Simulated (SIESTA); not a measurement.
# Li₂Se: 7 runs along one coordinate

System: Li₂Se (Fm-3m, 3 atoms in the cell).
Method: Kohn-Sham DFT of a periodic cell, PBE, PseudoDojo 0.4 standard, converted to PSML, no spin polarisation (SIESTA 5.4.2).

The 7 runs differ only in the geometry, by an even scaling of the cell at fixed fractional positions. The structure derives from an entry of the Crystallography Open Database.

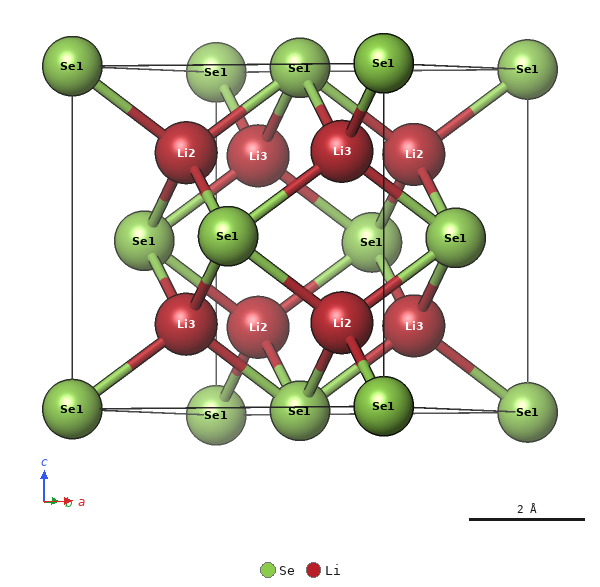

Figure 1. The structure of run 4 (ball-and-stick view of the cell 4 times as large as that of the calculation, set on its symmetry axes, seen at an oblique angle; atoms are numbered from 1 in the order of the input). An atom can appear more than once, as a periodic image.

### Input of run 4
```
SystemName                      Li2Se
SystemLabel                     Li2Se
NumberOfSpecies                 2
NumberOfAtoms                   3
%block ChemicalSpeciesLabel
  1  34 Se
  2   3 Li
%endblock ChemicalSpeciesLabel

LatticeConstant                 1.0 Ang
%block LatticeVectors
     0.0000000000     3.0025000000     3.0025000000
     3.0025000000     0.0000000000     3.0025000000
     3.0025000000     3.0025000000     0.0000000000
%endblock LatticeVectors
AtomicCoordinatesFormat         Fractional
%block AtomicCoordinatesAndAtomicSpecies
     0.0000000000     0.0000000000     0.0000000000  1  Se
     0.7500000000     0.7500000000     0.7500000000  2  Li
     0.2500000000     0.2500000000     0.2500000000  2  Li
%endblock AtomicCoordinatesAndAtomicSpecies

%block kgrid.MonkhorstPack
    8   0   0  0.0
    0   8   0  0.0
    0   0   8  0.0
%endblock kgrid.MonkhorstPack
XC.Functional                   GGA
XC.Authors                      PBE
PAO.BasisSize                   DZP
PAO.EnergyShift                 0.003 Ry
Mesh.Cutoff                     800 Ry
OccupationFunction              FD
ElectronicTemperature           0.05 eV
MaxSCFIterations                120
SCF.MustConverge                false
SCF.Mixer.Method                Pulay
SCF.Mixer.Weight                0.25
SCF.Mixer.History               8
SCF.DM.Tolerance                5.0e-05
SCF.H.Tolerance                 1.0e-03 eV
WriteForces                     true
Charge.Mulliken                 end
Charge.Hirshfeld                end
Charge.Voronoi                  end
SaveRho                         true
SaveElectrostaticPotential      true
%block PAO.PolarizationScheme
  Li non-perturbative
%endblock PAO.PolarizationScheme
%block PAO.Basis
  Se 4
  n=4 0 2
    5.139 0.000
  n=4 1 2
    6.735 0.000
  n=3 2 2
    2.657 0.000
  n=4 2 1
    6.735
  Li 3
  n=1 0 2
    2.782 0.000
  n=2 0 2
    9.500 0.000
  n=2 1 1
    9.500
%endblock PAO.Basis
```

Command:
```bash
siesta Li2Se.fdf > Li2Se.out 2>&1
```

Run 6 has the same physical settings and fractional positions; its lattice vectors (Å) are:
```
   0.000000    3.042011    3.042011
   3.042011    0.000000    3.042011
   3.042011    3.042011    0.000000
```

### Results, with one run withheld

| run | volume per atom (Å³) | free energy per atom, from the lowest run given (meV) | pressure (GPa) | gap on the mesh (eV) |
| --- | --- | --- | --- | --- |
| 1 | 16.962 | 11.34 | 2.89 | 3.08 |
| 2 | 17.323 | 5.76 | 2.05 | 3.09 |
| 3 | 17.684 | 2.14 | 1.18 | 3.10 |
| 4 | 18.045 | 0.35 | 0.44 | 3.11 |
| 5 | 18.406 | 0.00 | −0.12 | 3.11 |
| 6 | 18.767 | ? | ? | ? |
| 7 | 19.128 | 3.53 | −1.29 | 3.13 |

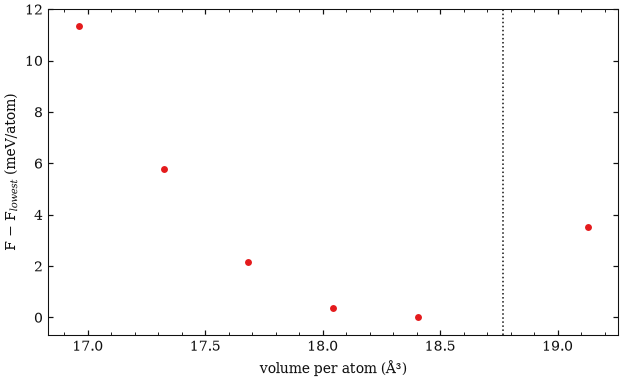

Figure 2. Free energy per atom of the runs given; the dotted line marks run 6.

What should run 6 give?

A cubic polynomial in V^(−2/3) (the Birch–Murnaghan form), fitted to the 6 runs given, misses them by at most 0.04 meV per atom. With x = V^(−2/3) − 0.14613 Å⁻², it reads F = 0.8451 + 851.83 x + 2.0507e+05 x² + 4.6646e+05 x³ (meV per atom). At run 6 it gives 1.15 meV per atom, and the run itself gives 0.91. The slope of the fit gives a pressure −dF/dV of −0.79 GPa there, and the run prints −0.69 GPa. The two needn't agree exactly: the fit is approximate, and the printed stress is taken on a finite basis. The fit has its minimum at 18.293 Å³ per atom, where V d²F/dV² gives 32.7 GPa: the bulk modulus at this level, since symmetry fixes the shape and the positions. The gap on the mesh goes, without turning, from 3.08 eV in run 1 to 3.13 eV in run 7; run 6 has 3.12 eV. These are gaps of this functional on this mesh, which can miss the band edges; they aren't the measured gap.

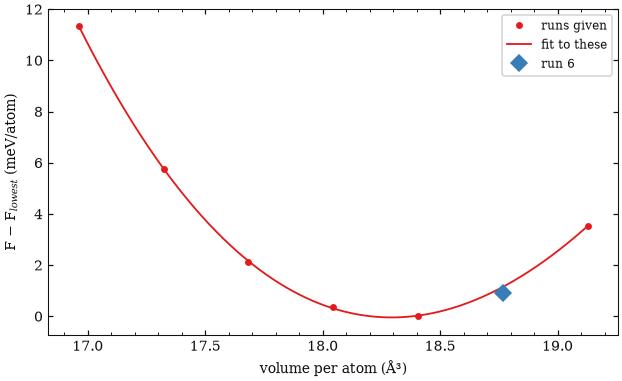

Figure 3. The fit and the withheld run.

### Some lines of the output (run 6)
```
[...]
outcell: Cell volume (Ang**3)        :     56.3005
stepf: Fermi-Dirac step function
siesta: Etot    =     -3694.151545
siesta: FreeEng =     -3694.151545
        iscf     Eharris(eV)        E_KS(eV)     FreeEng(eV)     dDmax    Ef(eV) dHmax(eV)
siesta: E_KS(eV) =            -3694.2006
siesta: E_KS - E_eggbox =     -3694.2006
siesta: Etot    =     -3694.200573
siesta: FreeEng =     -3694.200573
siesta:         Fermi =      -6.760508
siesta: Cell volume =         56.300517 Ang**3
    Orbital volume contribution        =           3.934856 eV
```

Notes: Points of doubt noted for this run: mulliken charges of long orbitals. With a small basis of atomic orbitals these values can differ much from converged plane-wave results.
